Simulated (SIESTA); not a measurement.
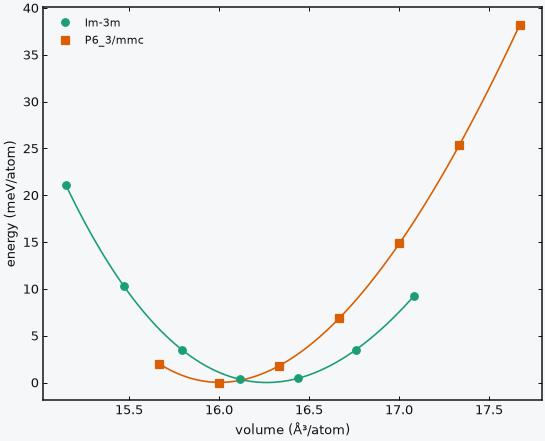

Calculation (SIESTA 5.4.2): DFT in numerical atomic orbitals with pseudopotentials, no spin polarisation; energies at scaled volumes of the given cell, shape and fractions fixed, counted from the fit's minimum, third-order Birch-Murnaghan fit. Level: LDA.

```
       setting                                                                     value
   occupations                                                               Fermi–Dirac
smearing width                                                                   0.05 eV
    potentials  PseudoDojo 0.4 standard, converted to PSML, two zetas on semicore shells
```

Energy against volume, with one curve for each structure, for Al. Each energy curve has its own zero, so the curves don't rank the structures.

Settings that differ: Im-3m: k mesh 12×12×12; P6_3/mmc: k mesh 11×11×6.

The fitted equilibrium volumes, smallest first, are P6_3/mmc 16.003, Im-3m 16.265 Å³/atom. The fitted bulk moduli, smallest first, are Im-3m 78.2, P6_3/mmc 86.4 GPa.

Keep in mind: mulliken charges of long orbitals.
